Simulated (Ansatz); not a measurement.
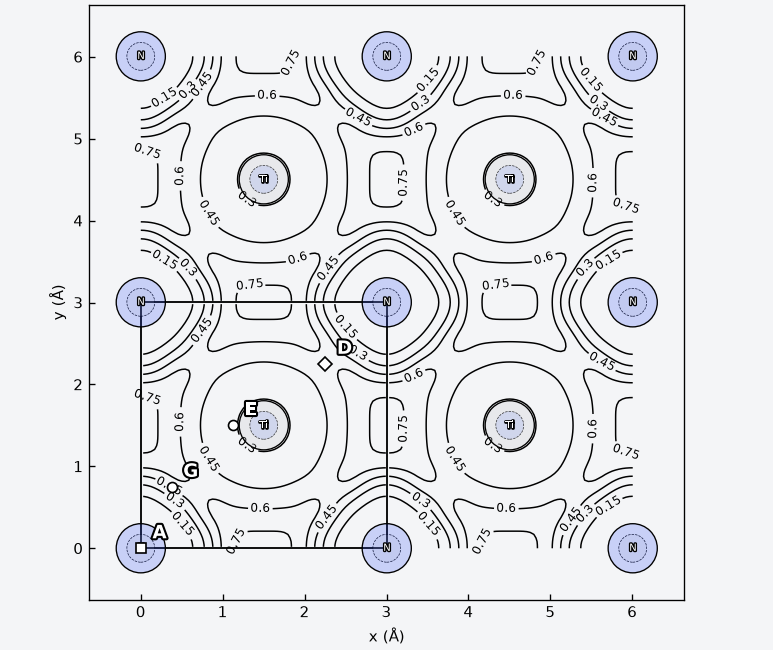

H on a TiN(100) slab cut from the Fm-3m phase, its upper half relaxed before the scan (6 atoms of substrate and one adsorbate in a 1 × 1 cell). H is moved over the surface cell; relaxed at each place: the height of the adsorbate's atoms; substrate rigid; the origin of the map has the adsorbate above N6. Places are given modulo a cell vector. The map is drawn in real space over the plane of the surface. The scan uses an 8 × 8 grid; 15 points were computed and 49 follow by symmetry. Energies: eV, counted from the lowest grid point. With one adsorbate in each 1 × 1 cell, its nearest image is 3.0 Å away, so neighbouring adsorbates interact. Method: Ansatz 0.2.0, DFT PBE, scalar-relativistic, plane waves, PAW. Settings: cutoff 420 eV, k-mesh 9×9×1, gaussian smearing 0.1 eV, no spin polarisation.

In the figure: contour lines labelled in eV, labelled circles for the atoms of the top layer and small ones for the second layer, the outline of one cell of the 2 × 2 shown, lettered points. Between grid points the surface is interpolated.

Rank the lettered points by energy, lowest first.

A (0.00 eV), E (0.31 eV), G (0.47 eV), D (0.56 eV).

What kind of point is each of A, D, G: minimum, saddle, maximum or slope?

A: minimum; D: saddle point; G: on a slope. (In these two coordinates alone; a stationary point may lie a little off the grid point.)

PAW datasets: the set soft_1.
